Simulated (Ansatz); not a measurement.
# Run report: ZrS, single-point calculation

The run: single-point calculation of ZrS (Fm-3m, 2 atoms in the cell). Method and program: DFT r2SCAN, scalar-relativistic, plane waves, PAW, no spin polarisation (Ansatz 0.2.0).

The structure derives from an entry of the Crystallography Open Database. Figures and captions count atoms from 1; the log counts them from 0 in places.

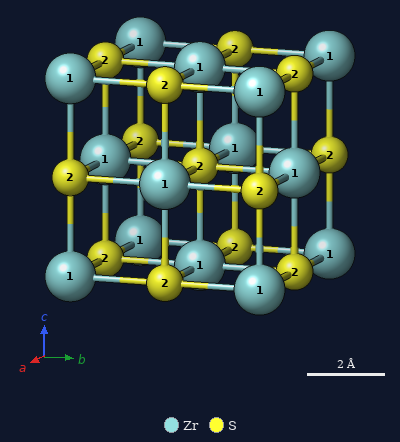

The structure as given in the input (ball-and-stick view of the cell 4 times as large as that of the calculation, set on its symmetry axes, seen slightly off an axis; atoms are numbered from 1 in the order of the input). An atom can appear more than once, as a periodic image. Near neighbours in the periodic cell (some may lie outside the picture): Zr has 6 S at 2.62 Å; S has 6 Zr at 2.62 Å.

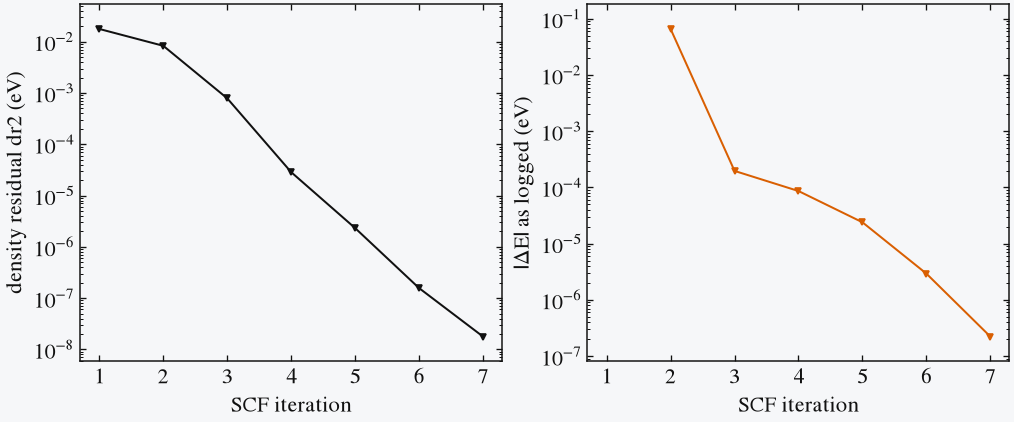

Convergence of the self-consistent field: density residual dr2 and size of the energy change against the SCF iteration. The residual falls at every step.

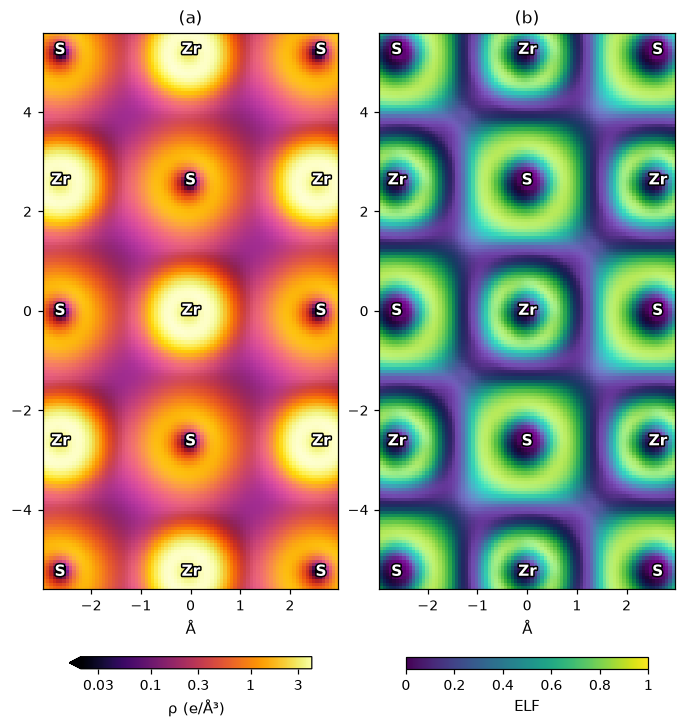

(a) valence electron density; (b) electron localisation function on the (010) plane of the conventional cell. The section cuts through Zr and S sites. Zr–S (2.62 Å): ρ at the midpoint is about 0.33 e/Å³; the ELF is about 0.25 at the midpoint; no shared pair; the contact is polar. Away from the nuclei the density in this plane falls to 0.13 e/Å³ at its lowest. The strong features right at Zr lie inside the PAW spheres (semicore, d or f shells) and say nothing about bonding. Core electrons are frozen (PAW), so the fields are smoothed inside the atomic spheres.

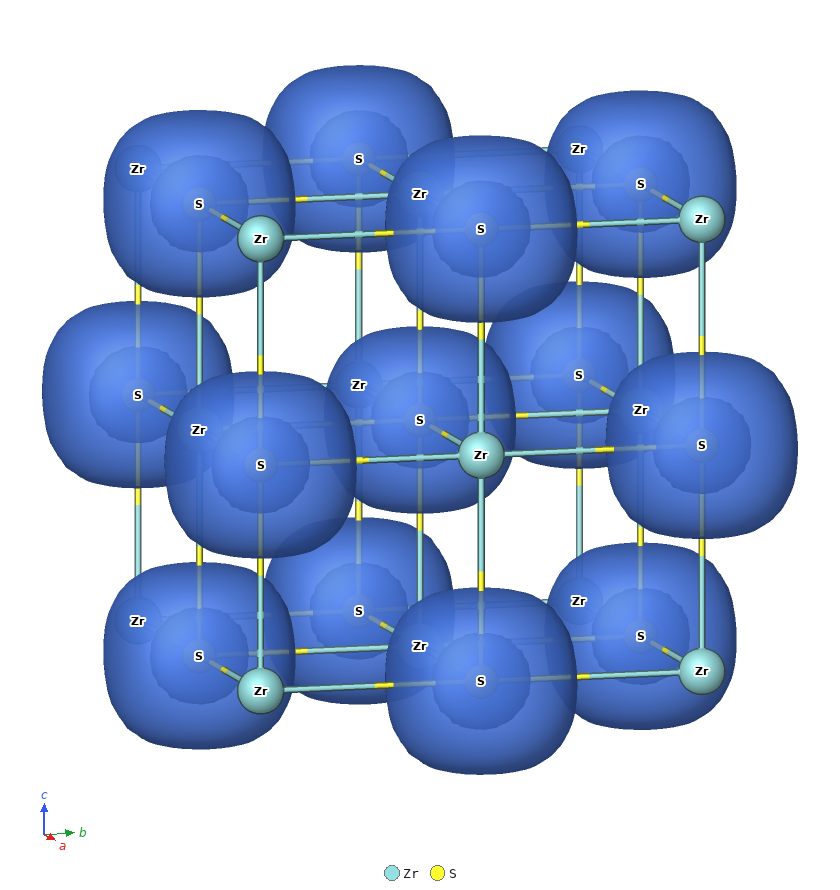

Isosurface of the electron localisation function at 0.7 (blue), seen slightly off an axis. Only the valence region is drawn (cores and ρ < 0.01 e/Å³ removed). Sticks mark near contacts. The outline is the cell set on symmetry axes. Along the contacts the grid gives the following. Zr–S (2.62 Å): the ELF is about 0.25 at the midpoint; no shared pair; the contact is polar.

The input and output of the run follow.

## Input
```yaml
crystal:
  lattice:
    - [0.0, 2.625, 2.625]
    - [2.625, 0.0, 2.625]
    - [2.625, 2.625, 0.0]
  atoms:
    - { symbol: Zr, position: [0.0, 0.0, 0.0] }
    - { symbol: S, position: [0.5, 0.5, 0.5] }
basis:
  ecutwfc: 500
kpoints:
  mp_grid: { grid: [16, 16, 16] }
hamiltonian:
  xc: r2scan
scf:
  occupations: { method: gaussian, width: 0.15 }
output:
  forces: true
  stress: true
  eigenvalues: true
  write_density: true
  write_potential: true
  elf: true
  volumetric_format: npy
```

Run as:
```bash
ansatz run input.yaml --threads 1 --pin off --max-ram 2560MiB --backend cpu --events-out ev --progress --plain --runs-dir out
```

## What the program printed
```
Engine: ansatz 0.2.0, x86_64-unknown-linux-gnu
Pseudopotentials: kind: paw
Pseudopotential: Zr, paw, valence charge 12, recommended cutoff 500 eV (meta_gga), Zr.paw.azcp
Pseudopotential: S, paw, valence charge 6, recommended cutoff 500 eV (meta_gga), S.paw.azcp
Functional definition: r2SCAN
  parameter k0 = 0.174
  parameter k1 = 0.065
  parameter a1 = 4.9479
  exchange = r2scan_x(k0 = k0, k1 = k1, a1 = a1)
  correlation = r2scan_c
Crystal: 2 atoms, lattice volume = 36.176 Å³
Basis set: ecut = 500 eV, 941 PW (Γ), exchange–correlation on 120×120×120 points (64 copies of the dense FFT grid, shifted against one another)
Bands: 13, of which v1, the nominal top of the filled ones, is band 9 counted from 1 (8 counted from 0)
Symmetry: 48 space group operations
Space group: Fm-3m (ITA 225), of the structure as read, at distance tolerance 3.3e-5 Å
k-points: 145 of 4096
Non-local potential: Zr, projectors of the file, l = 0: 3, l = 1: 2, l = 2: 2, l = 3: 2
Non-local potential: S, projectors of the file, l = 0: 2, l = 1: 2, l = 2: 2
PAW form: soft (Blöchl's): semilocal exchange-correlation on the pseudo side does not see the compensation charge
PAW frozen core: Zr, regenerated for the run's functional (the file was generated under x = pbe(κ = 0.804, μ = 0.2195149727645171), c = pbe(β = 0.06672455060314922))
PAW frozen core: S, regenerated for the run's functional (the file was generated under x = pbe(κ = 0.804, μ = 0.2195149727645171), c = pbe(β = 0.06672455060314922))
PAW one-centre angular grid: Zr, 590 points (default); XC on 160 Gauss nodes
PAW one-centre angular grid: S, 302 points (default); XC on 160 Gauss nodes
Initial density: superposition of atomic densities (neutral atoms: chi_scale 0, normalization atom), corrected by the library's trained network
Initial wavefunctions: pseudopotential atomic-orbital guess
Functional: x = r2scan, c = r2scan; τ floored in thin density (d = 2e-4 eV/Å³)
SCF iter   1: F=—  HF=-5103.913902 eV  |F-HF|=—  |Δ(HF+E_count)|=         —  Δρ=7.24e-3  dr2=1.77e-2  dr2_τ=1.63e-2  ethr=1.77e-3  ⟨swp⟩=5.1  Hψ=24879  notcnv=0
automatic band count: the SCF goes on with 17 bands, as 13 were too few: the levels above may hold too much charge
preconditioner: auto → Kerker (q_TF=auto, 2.429 Å⁻¹)  [metal: Δε(μ)=0.026 eV  Ē_g=12.183 eV  σ=0.150 eV  W_gap=0.10  n_scr=14 (ndim 8)  ℏωp=19.5 eV  f_vac=0.000  D(μ)=1.22/eV (n_scr^D=14)]
SCF iter   2: F=—  HF=-5103.980059 eV  |F-HF|=—  |Δ(HF+E_count)|=   6.62e-2  Δρ=4.87e-3  dr2=8.31e-3  dr2_τ=1.60e-4  ethr=9.84e-5  ⟨swp⟩=2.0  Hψ=5077  notcnv=0  defer=343
SCF iter   3: F=—  HF=-5103.979862 eV  |F-HF|=—  |Δ(HF+E_count)|=   1.97e-4  Δρ=1.28e-3  dr2=7.86e-4  dr2_τ=1.63e-4  ethr=4.62e-5  ⟨swp⟩=2.3  Hψ=3305  notcnv=0  defer=343
SCF iter   4: F=—  HF=-5103.979775 eV  |F-HF|=—  |Δ(HF+E_count)|=   8.64e-5  Δρ=3.68e-4  dr2=2.86e-5  dr2_τ=1.93e-6  ethr=4.37e-6  ⟨swp⟩=2.1  Hψ=2793  notcnv=0  defer=343
SCF iter   5: F=—  HF=-5103.979799 eV  |F-HF|=—  |Δ(HF+E_count)|=   2.40e-5  Δρ=8.38e-5  dr2=2.32e-6  dr2_τ=1.32e-7  ethr=1.59e-7  ⟨swp⟩=2.2  Hψ=3283  notcnv=0  defer=343
SCF iter   6: F=—  HF=-5103.979802 eV  |F-HF|=—  |Δ(HF+E_count)|=   2.93e-6  Δρ=1.86e-5  dr2=1.57e-7  dr2_τ=2.34e-9  ethr=1.29e-8  ⟨swp⟩=2.0  Hψ=2834  notcnv=0  defer=343
SCF iter   7: F=-5103.979802 eV  HF=-5103.979802 eV  |F-HF|=5.10e-9  |Δ(HF+E_count)|=   2.22e-7  Δρ=6.21e-6  dr2=1.78e-8  dr2_τ=6.27e-10  ethr=5.56e-10  ⟨swp⟩=12.5  Hψ=16217  notcnv=0
SCF 1 converged in 7 iterations: F = -5103.979802 eV  dr2 = 1.78e-8
  greatest PAW one-centre occupation: 0.989 electrons in one spin orbital (limit 2), on the Zr atom at site 0 (counted from 0), in its partial waves of l = 0
SCF converged after 7 iterations
Free energy (F): -5103.979802 eV
Harris-Foulkes:  -5103.979802 eV  (|F-HF|=5.10e-9)
Internal energy: -5103.966067 eV  (E = F + TS)
E sigma→0 (E₀):  -5103.972935 eV
Entropy (-TS):   -0.013736 eV (-6.868 meV/atom)
Fermi energy:    14.820766 eV
--- Per-component energies (eV) ---
  E_band       = -84.362865
  E_kinetic    = 443.693792
  E_local      = -697.415695  (includes V_loc(G=0)·N_el)
  E_nonlocal   = 107.335074
  E_hartree    = 219.719002
  E_xc         = -249.453182
  E_vxc        = -307.987684  (∫ρ·V_xc dr)
  E_paw        = -3580.591093  (= ΣΔE_a)
  E_vpaw       = -86.086736  (= ΣTr[D̂ρ^β])
  E_aug_tail   = 0.000009  (compensation charges beyond the density's cutoff)
  E_vtau       = 16.660919  (kinetic-family band-sum trace: ∫τ·v_τ [+ j·A + Jᵃ·Aᵃ] dr)
  E_ewald      = -1346.979466
  E_core_change = -0.274508  (= ΣΔE_core)
  E_smearing   = -0.013736  (= −TS)
  E_closure    = 0.000000  (closes the sum)
  Σ components = -5103.979802   (vs F -5103.979802, Δ=0.00e0)
--- Forces (eV/Å), atoms counted from 1 ---
  atom   1  Zr    -0.00000000     0.00000000    -0.00000000
  atom   2  S      0.00000000    -0.00000000    -0.00000000
  max |Σ_I F_I| component: 4.67e-30 eV/Å
--- Stress (GPa, compression-positive) ---
       -2.006593       0.000000       0.000000
       -0.000000      -2.006593      -0.000000
       -0.000000      -0.000000      -2.006593
  P = ⅓ Tr σ = -2.0066 GPa (-20.066 kbar)
--- Band table (eV; the first three rows and the last of 145) ---
  k-point 0: bands = ["-37.0637", "-14.3398", "-14.3398", "-14.3398", "-1.9776", "10.8396", "10.8396", "10.8396", "13.3907", "13.3907", "13.3907", "14.1281", "14.1281", "17.1523", "22.5206", "27.1266", "27.1266"]
  k-point 1: bands = ["-37.0626", "-14.3540", "-14.3409", "-14.3409", "-1.9265", "10.5409", "10.6443", "10.6443", "13.4853", "13.4853", "13.5136", "14.3882", "14.3882", "17.3778", "22.6831", "26.8264", "26.9495"]
  k-point 2: bands = ["-37.0597", "-14.3944", "-14.3442", "-14.3442", "-1.7784", "9.8444", "10.2045", "10.2045", "13.7215", "13.7215", "13.7559", "15.0648", "15.0648", "17.9786", "23.0809", "26.1888", "26.4078"]
  k-point 144: bands = ["-37.0276", "-14.5328", "-14.5328", "-14.4678", "-0.8056", "8.2310", "8.4358", "8.4358", "14.8160", "14.8160", "16.7295", "17.2088", "17.2834", "22.8564", "23.2089", "23.2089", "23.6609"]
```

## Results in brief

- outcome: converged
- space group (tolerance 0.01 Å): Fm-3m (225)
- electrons treated: 18
- free energy: −5103.9798 eV
- Fermi energy: 14.821 eV
- gap on the k-point mesh: none (metallic)
- pressure: −2.01 GPa
- largest force (length of the vector): under 0.001 eV/Å
- hardware: 1 thread of Intel Xeon @ 2.70GHz, 189 GiB of memory available, shared host
- wall time: 13 s
- peak memory: 0.52 GiB
